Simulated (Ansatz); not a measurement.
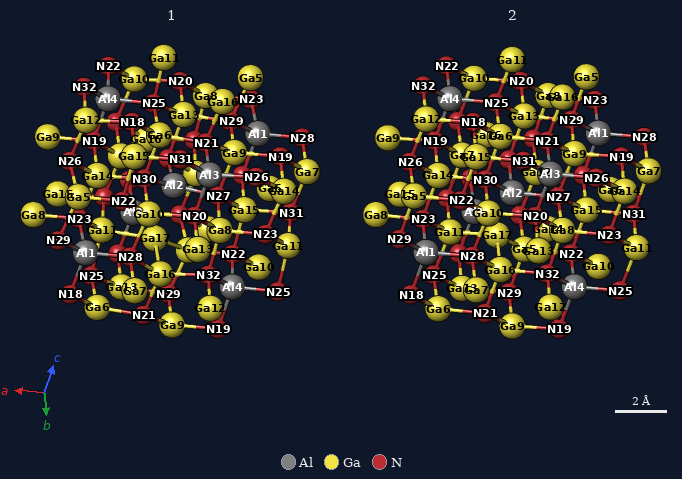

Two geometries of a defect cell of composition Al$_{4}$Ga$_{13}$N$_{15}$, drawn at one scale. One is the start of a relaxation, the other its converged end. The picture is a ball-and-stick view of the atoms within 5.8 Å of the atom that moves most (axes of the cell of the calculation (origin shifted)), seen from a free direction.

The calculation used DFT PBEsol, scalar-relativistic, plane waves, PAW in Ansatz. Settings: plane-wave cutoff 420 eV; k-point mesh 2 × 2 × 2; occupations gaussian; smearing width 0.01 eV; mesh shifted by (0.5, 0.5, 0.5); no spin polarisation; atoms relaxed in a fixed cell; force threshold 0.025 eV/Å; at most 45 steps.

Which one is relaxed?

Structure 1 is the relaxed one. Case: Ga on a N site (e), charge +0, atoms relaxed at the host's cell. The atom that moves furthest is an Al atom (0.33 Å along +c). Largest moves by element: Al 0.33 Å, Ga 0.31 Å, N 0.12 Å. The cell stays as it was. Near-neighbour distances that change, for instance: Al–Ga 1.896 → 2.375 Å, Ga–Ga 1.948 → 2.211 Å, Al–N 1.896 → 1.847 Å, Ga–N 1.948 → 1.910 Å. Bond angles that change, for instance: Ga–Ga–N 111.6° → 98.3°, Al–N–Ga 110.6° → 101.5°, Al–N–Ga 110.6° → 101.5°. Over 8 accepted moves (10 points after the start) the energy falls by 4.831 eV per cell of the calculation. The largest force component goes from 5.8 to 0.016 eV/Å. The line search rejected the trial steps at points 8, 9 of the run.

Limits of the set-up: the periodic images lie only 7.7 Å apart, so the values are limited by the cell's size.
